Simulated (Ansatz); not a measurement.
Here is a crystal structure:

```xyz
4
Lattice="4.9451 0.0000 0.0000 0.0000 4.9451 0.0000 0.0000 0.0000 4.9451" Properties=species:S:1:pos:R:3 pbc="T T T"
Mo    0.0000    0.0000    0.0000
Se    0.0000    0.0000    2.4725
Se    0.0000    2.4725    0.0000
Se    2.4725    0.0000    0.0000
```

Describe what this structure looks like.

Answer. The compound is MoSe3. The lattice is primitive cubic and the space group Pm-3m (No. 221). Among the common structure types it is ReO₃ type. Atoms per cell: 4 (1 Mo, 3 Se). The coordination shell of Mo holds six Se in an octahedral arrangement at 2.47 Å. Se is linked to two Mo in a linear arrangement at 2.47 Å. The bonds build a three-dimensional framework.

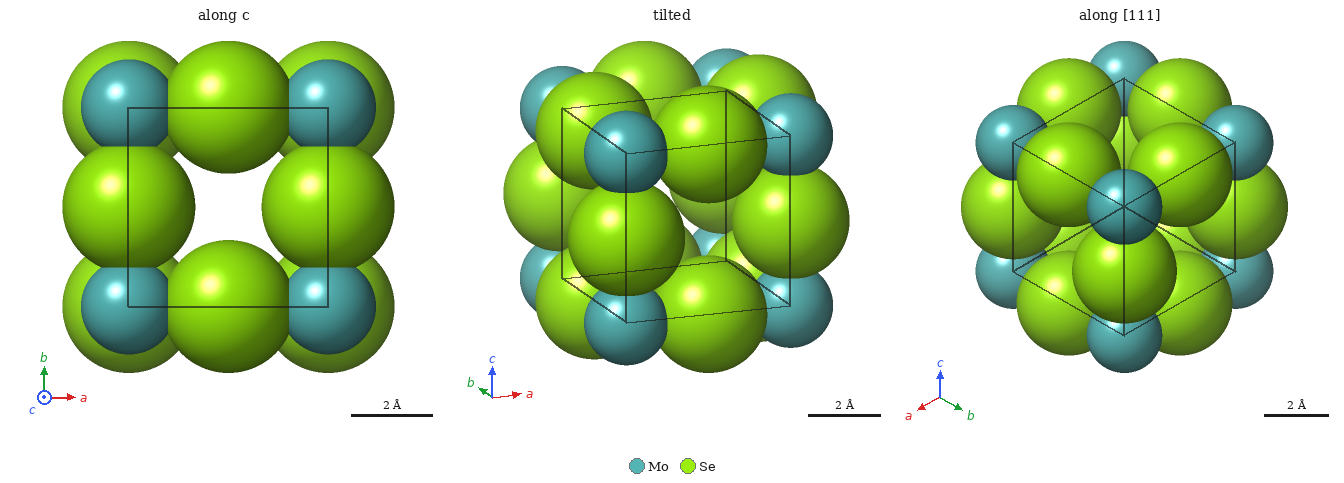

Space-filling drawing of the structure, looking along the c axis, slightly off an axis and along [111]. Atoms at the boundary of the conventional unit cell (the box) are drawn once for each face, edge or corner they touch. Colours: molybdenum teal, selenium green.

Origin of the cell: a structure listed in the Materials Project, with elements exchanged, so it need not be a known form of the compound. The final geometry of a relaxation with Ansatz 0.2.0, DFT PBE+U, scalar-relativistic, plane waves, PAW is shown.
